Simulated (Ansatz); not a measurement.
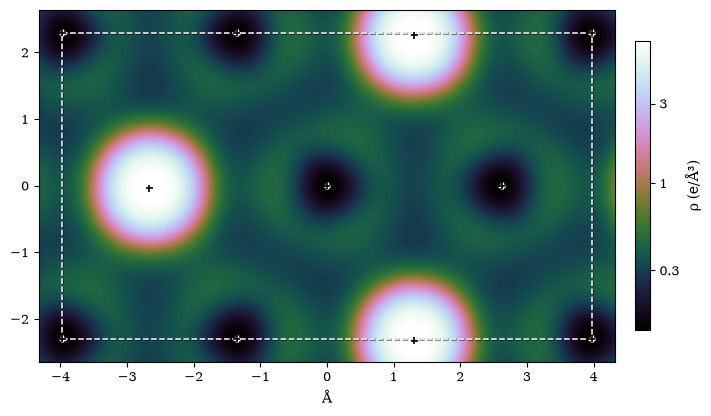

The valence electron density on a plane through atoms (crosses mark nuclei in the plane).

All numbers below come from DFT PBEsol, scalar-relativistic, plane waves, PAW (Ansatz).

Candidates:
A. Ti$_{12}$C (slab), a = 5.74 Å, b = 5.74 Å, c = 19.27 Å, α = 90.00°, β = 90.00°, γ = 90.00°. A point of a scan over the structure, not its minimum; not relaxed (largest force 0.9 eV/Å); computed without spin polarisation; PAW files of the earlier set (soft_1).
B. Si$_{2}$Mo, a = 3.24 Å, b = 7.95 Å, c = 3.24 Å, α = 90.00°, β = 90.00°, γ = 90.00°. Space group Imm2; a point of a scan over the structure, not its minimum; changed on purpose from its base cell (mode 4 frozen in at -0.031 Å, equal normal strain along x, y and z +0.0167); not relaxed (largest force 0.4 eV/Å); computed pressure about −10 GPa in this cell; computed without spin polarisation; PAW files of the earlier set (soft_1).

**Which candidate gave the map?**

Candidate B: Si$_{2}$Mo on the (101̄) plane of the conventional cell, which holds Si and Mo. Si–Mo (2.61 Å): the density is about 0.41 e/Å³ at the midpoint. Si–Mo (2.67 Å): ρ at the midpoint is about 0.37 e/Å³.
